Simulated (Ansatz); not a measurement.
## Single-point calculation, with input and output: GaAs

System: GaAs (F-43m, 2 atoms in the cell).
Method: DFT, LDA, plane waves, PAW, no spin polarisation (Ansatz 0.2.0).

The structure derives from a Materials Project entry. Some settings of this run were made unusual or wrong on purpose. Figures and captions count atoms from 1; the log counts them from 0 in places.

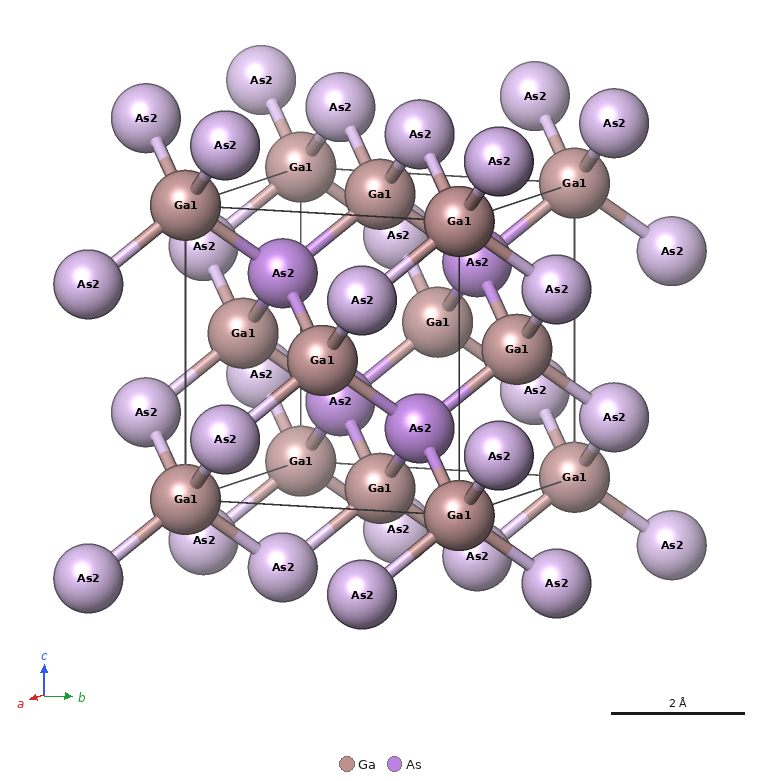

*The structure (ball-and-stick view of the cell 4 times as large as that of the calculation, set on its symmetry axes, seen slightly off an axis; neighbours outside the cell are drawn fainter; atoms are numbered from 1 in the order of the input).*

### The input
```yaml
crystal:
  lattice:
    - [0.0, 2.24135263, 2.24135263]
    - [2.24135263, 0.0, 2.24135263]
    - [2.24135263, 2.24135263, 0.0]
  atoms:
    - { symbol: Ga, position: [0.0, 0.0, 0.0] }
    - { symbol: As, position: [0.75, 0.75, 0.75] }
basis:
  ecutwfc: 420
kpoints:
  mp_grid: { grid: [12, 12, 12] }
hamiltonian:
  xc: lda
scf:
  occupations: { method: gaussian, width: 0.1 }
  max_iter: 80
output:
  forces: true
  eigenvalues: true
  stress: true
```

Run on 4 threads of Intel Xeon @ 2.70GHz, 189 GiB of memory available, shared host.

Command:
```bash
ansatz run input.yaml --threads 4 --pin off --max-ram 8192MiB --backend cpu --events-out ev --progress --plain --runs-dir out
```

### Log
```
Engine: ansatz 0.2.0, x86_64-unknown-linux-gnu
Pseudopotentials: kind: paw
Pseudopotential: Ga, paw, valence charge 13, recommended cutoff 420 eV (normal), Ga.paw.azcp
Pseudopotential: As, paw, valence charge 15, recommended cutoff 420 eV (normal), As.paw.azcp
Functional definition: SPW92
  exchange = slater_x
  correlation = pw_c
Crystal: 2 atoms, lattice volume = 22.520 Å³
Basis set: ecut = 420 eV, 459 PW (Γ)
Bands: 18, of which v1, the nominal top of the filled ones, is band 14 counted from 1 (13 counted from 0)
Symmetry: 24 space group operations
Space group: F-43m (ITA 216), of the structure as read, at distance tolerance 2.8e-5 Å
k-points: 72 of 1728 (time reversal used)
Non-local potential: Ga, projectors of the file, l = 0: 2, l = 1: 2, l = 2: 3, l = 3: 1
Non-local potential: As, projectors of the file, l = 0: 2, l = 1: 2, l = 2: 3, l = 3: 1
PAW form: soft (Blöchl's): semilocal exchange-correlation on the pseudo side does not see the compensation charge
PAW frozen core: Ga, regenerated for the run's functional, and the local potential with it (the file was generated under x = pbe(κ = 0.804, μ = 0.2195149727645171), c = pbe(β = 0.06672455060314922))
PAW frozen core: As, regenerated for the run's functional, and the local potential with it (the file was generated under x = pbe(κ = 0.804, μ = 0.2195149727645171), c = pbe(β = 0.06672455060314922))
PAW one-centre angular grid: Ga, 590 points (default); XC on 64 Gauss nodes
PAW one-centre angular grid: As, 590 points (default); XC on 64 Gauss nodes
Initial density: superposition of atomic densities (neutral atoms: chi_scale 0, normalization atom), corrected by the library's trained network
Initial wavefunctions: pseudopotential atomic-orbital guess
Functional: x = slater, c = lda
SCF iter   1: F=—  HF=-8473.258641 eV  |F-HF|=—  |Δ(HF+E_count)|=         —  Δρ=7.30e-3  dr2=9.61e-3  ethr=1.77e-3  ⟨swp⟩=5.3  Hψ=6313  notcnv=0
preconditioner: auto → Kerker (q_TF=auto, 2.829 Å⁻¹)  [metal: Δε(μ)=0.047 eV  Ē_g=28.746 eV  σ=0.100 eV  W_gap=0.26  n_scr=14 (ndim 8)  ℏωp=41.4 eV  f_vac=0.000  D(μ)=0.26/eV (n_scr^D=0)]
SCF iter   2: F=—  HF=-8473.255839 eV  |F-HF|=—  |Δ(HF+E_count)|=   2.80e-3  Δρ=4.59e-3  dr2=4.69e-3  ethr=3.43e-5  ⟨swp⟩=1.5  Hψ=2015  notcnv=0
SCF iter   3: F=—  HF=-8473.253548 eV  |F-HF|=—  |Δ(HF+E_count)|=   2.29e-3  Δρ=8.65e-4  dr2=2.13e-4  ethr=1.68e-5  ⟨swp⟩=2.0  Hψ=1662  notcnv=0
SCF iter   4: F=—  HF=-8473.253526 eV  |F-HF|=—  |Δ(HF+E_count)|=   2.25e-5  Δρ=6.13e-4  dr2=4.53e-5  ethr=7.60e-7  ⟨swp⟩=2.0  Hψ=2303  notcnv=0
SCF iter   5: F=—  HF=-8473.253510 eV  |F-HF|=—  |Δ(HF+E_count)|=   1.58e-5  Δρ=1.71e-4  dr2=6.12e-6  ethr=1.62e-7  ⟨swp⟩=2.0  Hψ=2300  notcnv=0
SCF iter   6: F=—  HF=-8473.253507 eV  |F-HF|=—  |Δ(HF+E_count)|=   2.38e-6  Δρ=1.00e-4  dr2=1.60e-6  ethr=2.19e-8  ⟨swp⟩=2.0  Hψ=1943  notcnv=0
SCF iter   7: F=—  HF=-8473.253507 eV  |F-HF|=—  |Δ(HF+E_count)|=   4.92e-7  Δρ=3.27e-5  dr2=1.47e-7  ethr=5.71e-9  ⟨swp⟩=2.0  Hψ=2253  notcnv=0
SCF iter   8: F=-8473.253507 eV  HF=-8473.253507 eV  |F-HF|=8.94e-9  |Δ(HF+E_count)|=   6.71e-8  Δρ=1.02e-5  dr2=2.44e-8  ethr=3.57e-10  ⟨swp⟩=4.8  Hψ=5324  notcnv=0
SCF 1 converged in 8 iterations: F = -8473.253507 eV  dr2 = 2.44e-8
  greatest PAW one-centre occupation: 1.000 electrons in one spin orbital (limit 2), on the As atom at site 1 (counted from 0), in its partial waves of l = 2
```

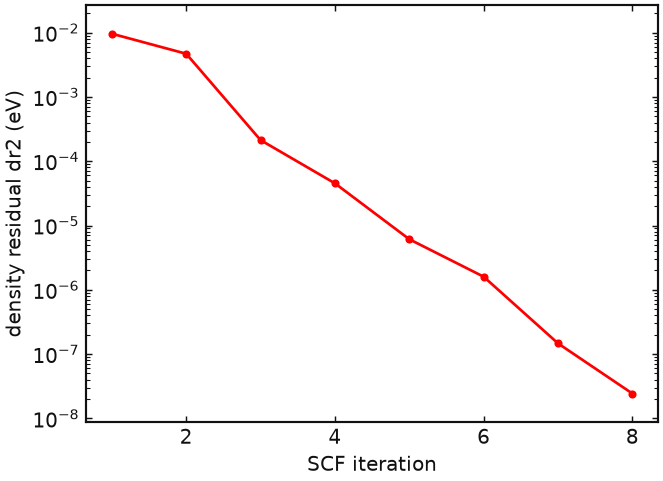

*Convergence of the self-consistent field: density residual dr2 against the SCF iteration.*

The residual falls at every step.

```
SCF converged after 8 iterations
Free energy (F): -8473.253507 eV
Harris-Foulkes:  -8473.253507 eV  (|F-HF|=8.94e-9)
Internal energy: -8473.252315 eV  (E = F + TS)
E sigma→0 (E₀):  -8473.252911 eV
Entropy (-TS):   -0.001192 eV (-0.596 meV/atom)
Fermi energy:    21.492863 eV
--- Per-component energies (eV) ---
  E_band       = -24.451109
  E_kinetic    = 251.124724
  E_local      = -2817.778452  (includes V_loc(G=0)·N_el)
  E_nonlocal   = -239.943212
  E_hartree    = 1554.787417
  E_xc         = -164.509265
  E_vxc        = -159.175627  (∫ρ·V_xc dr)
  E_paw        = -3657.034183  (= ΣΔE_a)
  E_vpaw       = -168.253752  (= ΣTr[D̂ρ^β])
  E_aug_tail   = -0.000065  (compensation charges beyond the density's cutoff)
  E_ewald      = -3403.702988
  E_core_change = 3.803710  (= ΣΔE_core)
  E_smearing   = -0.001192  (= −TS)
  E_closure    = -0.000000  (closes the sum)
  Σ components = -8473.253507   (vs F -8473.253507, Δ=0.00e0)
--- Forces (eV/Å), atoms counted from 1 ---
  atom   1  Ga    -0.00000000    -0.00000000     0.00000000
  atom   2  As     0.00000000     0.00000000    -0.00000000
  max |Σ_I F_I| component: 1.16e-16 eV/Å
--- Stress (GPa, compression-positive) ---
      217.260431      -0.000000      -0.000000
        0.000000     217.260431       0.000000
       -0.000000       0.000000     217.260431
  P = ⅓ Tr σ = 217.2604 GPa (2172.604 kbar)
--- Band table (eV; the first three rows and the last of 72) ---
  k-point 0: bands = ["-16.0631", "-16.0631", "-16.0631", "-15.9817", "-15.9817", "1.3287", "3.1617", "3.1617", "3.1617", "3.6341", "3.6341", "21.9151", "21.9151", "21.9151", "25.0583", "25.0583", "25.0583", "27.5286"]
  k-point 1: bands = ["-16.0631", "-16.0623", "-16.0623", "-15.9813", "-15.9813", "1.4533", "3.1737", "3.1737", "3.1826", "3.6316", "3.6316", "20.2818", "21.5284", "21.5284", "25.5230", "25.5333", "25.5333", "28.3006"]
  k-point 2: bands = ["-16.0633", "-16.0602", "-16.0602", "-15.9803", "-15.9803", "1.7844", "3.2044", "3.2044", "3.2903", "3.6271", "3.6271", "17.5719", "20.7925", "20.7925", "25.5189", "26.3524", "26.3524", "29.7102"]
  k-point 71: bands = ["-16.0617", "-16.0587", "-16.0380", "-15.9843", "-15.9669", "2.5519", "3.3331", "3.4083", "3.5998", "3.6056", "8.7275", "10.7455", "13.3831", "13.3857", "26.4614", "27.6608", "28.9859", "29.2357"]
```

### Outcome

```json
{"quantity": "outcome", "value": "converged"}
{"quantity": "space group (tolerance 0.01 Å)", "value": "F-43m (216)"}
{"quantity": "electrons treated", "value": "28"}
{"quantity": "free energy", "value": "−8473.2535 eV"}
{"quantity": "Fermi energy", "value": "21.493 eV"}
{"quantity": "gap on the k-point mesh", "value": "none (metallic)"}
{"quantity": "pressure", "value": "217.26 GPa"}
{"quantity": "largest force (length of the vector)", "value": "under 0.001 eV/Å"}
{"quantity": "wall time", "value": "1.6 s (CPU time 4.6 s)"}
{"quantity": "peak memory", "value": "0.36 GiB"}
```

### Diagnosis

This input holds a deliberate fault: a lattice far too small (`crystal.lattice`). The atoms are squeezed together and the pressure is enormous. The run converged all the same; its numbers are those of the faulty input and shouldn't be used.
